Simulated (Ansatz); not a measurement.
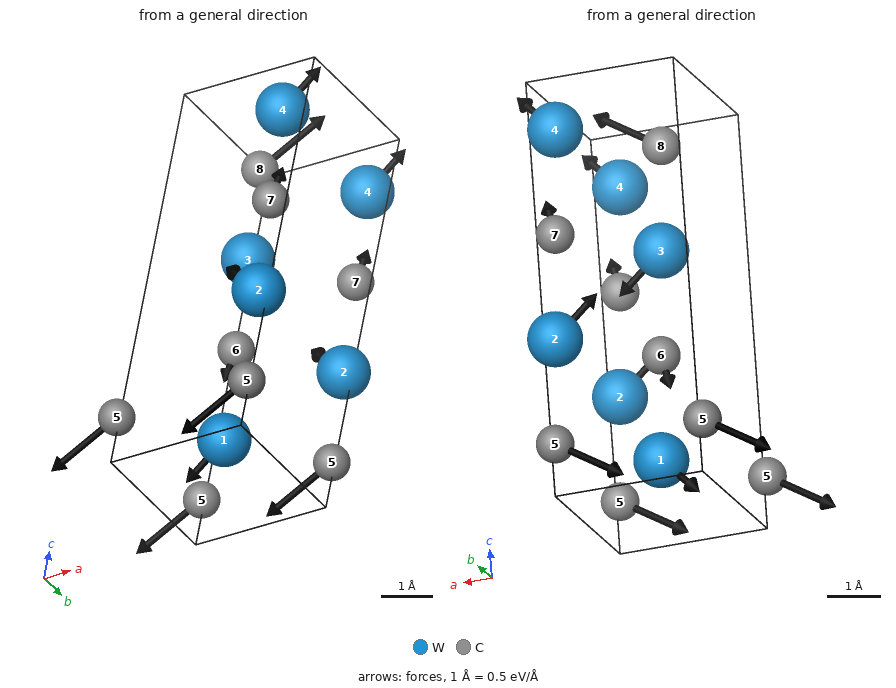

We look at a spheres-only model of the crystal from two general directions. The parallelepiped is the simulation cell. The arrows are the computed forces on the atoms.

System: WC. Computational set-up: DFT PBEsol, scalar-relativistic, plane waves, PAW (Ansatz), wavefunction cutoff 420 eV, k-grid 19×19×7, Gaussian smearing of 0.15 eV, no spin polarisation.

Q: Could this be the end point of a relaxation?

A: No. The atoms still feel forces of up to about 0.67 eV/Å, far above a usual threshold of 0.01 to 0.03 eV/Å.

Q: Which atom carries the strongest force?

A: C5 and C8, about 0.67 eV/Å.

Its origin is a structure listed in the Materials Project. The cell was then strained or its atoms displaced on purpose. It went into a calculation with Ansatz.
